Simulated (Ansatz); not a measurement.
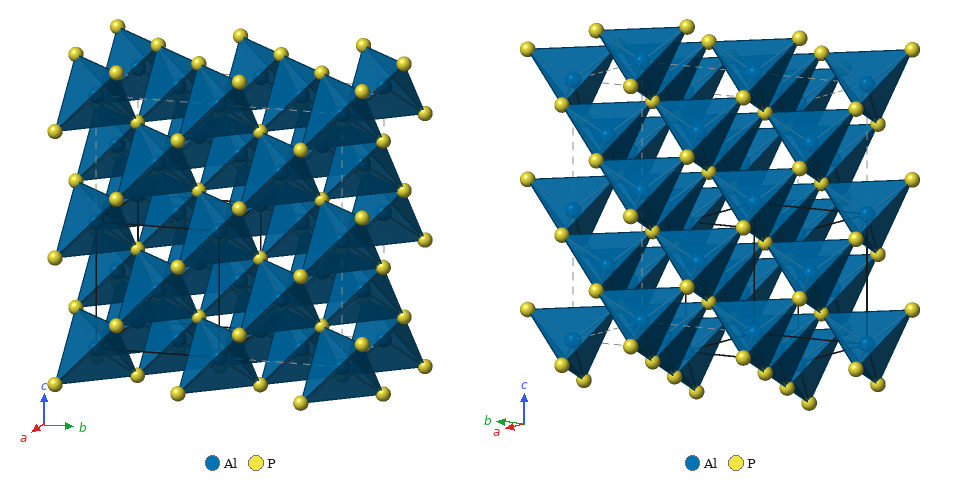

Polyhedra are drawn about Al (bonds: Al–P below 2.7 Å); other atoms are plain spheres. Two views of the same piece.

System AlP (space group F-43m, No. 216); source of the atomic positions: a calculation's input that goes back to an entry of the Crystallography Open Database (an earlier step may have relaxed or displaced it).

Question: What figure surrounds each Al atom, and what does it share with the other drawn polyhedra?

Answer: Al: AlP4 tetrahedron, sharing corners with twelve neighbours.

Question: What is the connectivity of the polyhedra: isolated, groups, chains, layers or framework?

Answer: They form a three-dimensional framework of corner-sharing tetrahedra.

Question: How far apart are the centres of linked polyhedra?

Answer: Centre to centre across a shared corner: 3.85 Å.
